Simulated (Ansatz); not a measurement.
# Calculations on Si₄₉C₄₇

Part 1: Relaxation

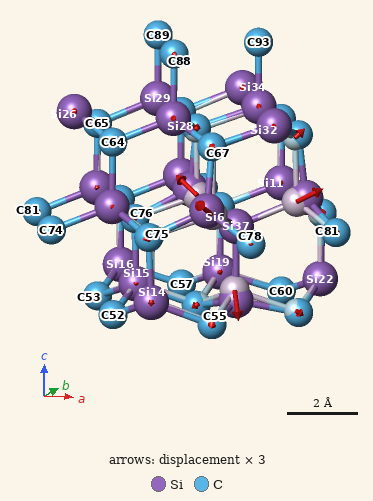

This is a relaxation of a defect cell of composition Si$_{49}$C$_{47}$ (cell charge +2). The starting structure is drawn faded, the final one solid; red arrows show the displacements, 3 times their true length.

The picture is a ball-and-stick view of the atoms within 5.0 Å of the atom that moves most (axes of the cell of the calculation (origin shifted)), seen slightly off an axis.

Theory: DFT, PBEsol, PAW, plane waves in Ansatz 0.2.0. Settings: plane-wave cutoff 420 eV; k-point mesh 1 × 1 × 1; mesh shifted by (0.25, 0.25, 0.25); no spin polarisation; atoms relaxed in a fixed cell; force threshold 0.03 eV/Å; at most 80 steps.

### Describe the change and its energy.

The largest move is that of a Si atom, 0.34 Å along [−2 1 1]. By element the largest moves are Si 0.34 Å, C 0.14 Å. The cell doesn't change. Among the contacts that change: Si–Si 3.052 → 3.626 Å, Si–Si 3.064 → 3.611 Å, Si–Si 3.062 → 3.534 Å, Si–Si 3.083 → 3.549 Å. Bond angles that change, for instance: Si–C–Si 112.3° → 98.9°, Si–Si–C 109.9° → 96.7°, Si–Si–C 110.2° → 98.2°. The energy falls by 7.398 eV per cell of the calculation in 4 geometry steps. Largest force component: 11 eV/Å at the start, 0.026 eV/Å at the end.

Limits of the set-up: the cell is charged, on a uniform background, and energies carry no finite-size correction.

Part 2: Relaxation

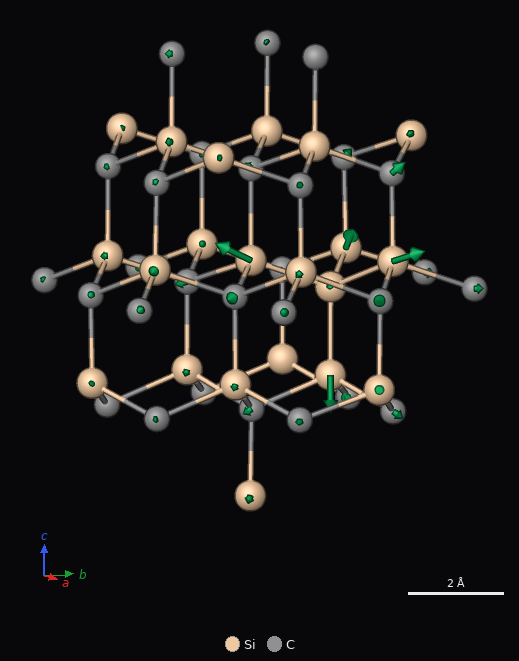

A relaxation of a defect cell of composition Si₄₉C₄₇ (cell charge −2). The starting structure is drawn; green arrows show the displacements, 3 times their true length.

A ball-and-stick model of the atoms within 5.0 Å of the atom that moves most (axes of the cell of the calculation (origin shifted)), seen slightly off an axis.

The calculation used DFT, PBEsol, PAW, plane waves in Ansatz. Settings: plane-wave cutoff 420 eV; k-point mesh 1 × 1 × 1; mesh shifted by (0.25, 0.25, 0.25); no spin polarisation; atoms relaxed in a fixed cell; force threshold 0.03 eV/Å; at most 80 steps.

What did the optimiser do to the structure, and how much energy did it gain?

Answer. The largest move is that of a Si atom, 0.31 Å along [0 −2 1]. Largest moves by element: Si 0.31 Å, C 0.14 Å. The cell doesn't change. Some distances before and after: Si–Si 3.064 → 3.554 Å, Si–Si 3.051 → 3.533 Å, Si–Si 3.052 → 3.507 Å, Si–Si 3.083 → 3.483 Å. Bond angles that change, for instance: Si–C–Si 111.4° → 102.4°, Si–Si–C 110.2° → 101.3°, C–Si–C 107.3° → 116.0°. Over 5 geometry steps the energy falls by 6.815 eV per cell of the calculation. The largest force component goes from 11 to 0.016 eV/Å.

Limits of the set-up: the cell is charged, on a uniform background, and energies carry no finite-size correction.

Part 3: Defect

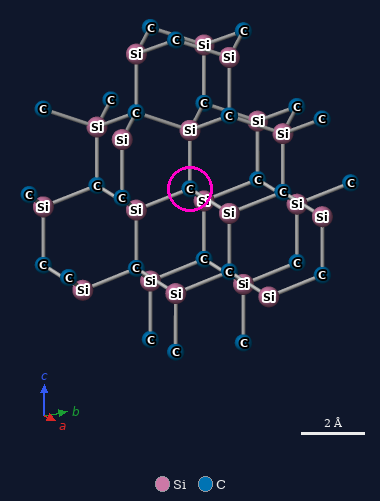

Perfect SiC. Style: ball-and-stick. Shown: the atoms within 5.4 Å of one point, in a slice 5.0 Å thick across the line of sight, slightly off an axis.

Level of theory: DFT, PBEsol, PAW, plane waves (Ansatz). Set-up: plane-wave cutoff 420 eV; k-point mesh 1 × 1 × 1; mesh shifted by (0.25, 0.25, 0.25); collinear spin. Fermi-Dirac smearing of 0.01 eV. A uniform background neutralises the charged cell. The axes drawn are those of the host's conventional cell.

A carbon atom is replaced by silicon at the ringed place, in charge state +2. The supercell has 96 sites, and the atoms are relaxed at the host's cell.

How do the neighbours respond?

In the host the C atom has 4 Si at 1.88 to 1.89 Å; the Si atom ends with 4 Si at 2.17 to 2.25 Å. Of the host's atoms, a silicon atom moves furthest from its site, by 0.33 Å. The cell ends without a net magnetic moment.

The relaxed defect, seen from the same direction:

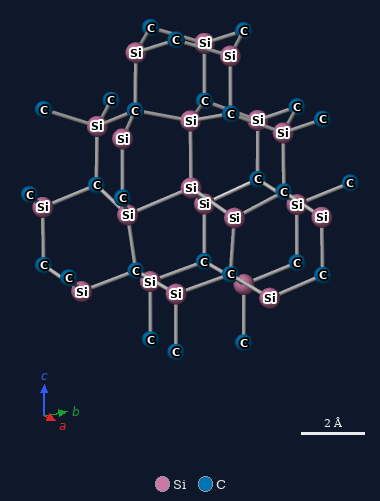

Limits of the set-up: the cell is charged, on a uniform background, and energies carry no finite-size correction.

Part 4: Defect

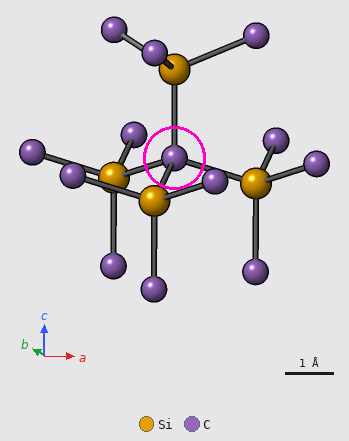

Perfect SiC. A ball-and-stick model of the atoms within 3.3 Å of one point, seen slightly off an axis.

Computed with DFT, PBEsol, PAW, plane waves in Ansatz 0.2.0. Set-up: plane-wave cutoff 420 eV; k-point mesh 1 × 1 × 1; mesh shifted by (0.25, 0.25, 0.25); no spin polarisation. Fermi-Dirac smearing of 0.01 eV. A uniform background neutralises the charged cell. The axes drawn are those of the host's conventional cell.

A carbon atom is replaced by silicon at the ringed place, in charge state −2. The supercell has 96 sites, and the atoms are relaxed at the host's cell.

> How do the neighbours respond?

In the host the C atom has 4 Si at 1.88 to 1.89 Å; the Si atom ends with 4 Si at 2.15 to 2.17 Å. Of the host's atoms, a silicon atom moves furthest from its site, by 0.30 Å. The Si atom itself moves 0.05 Å from where it was put.

The relaxed defect, seen from the same direction:

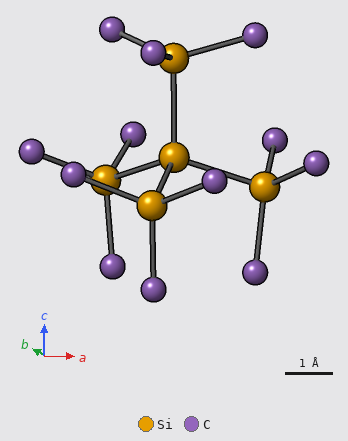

Limits of the set-up: the cell is charged, on a uniform background, and energies carry no finite-size correction.
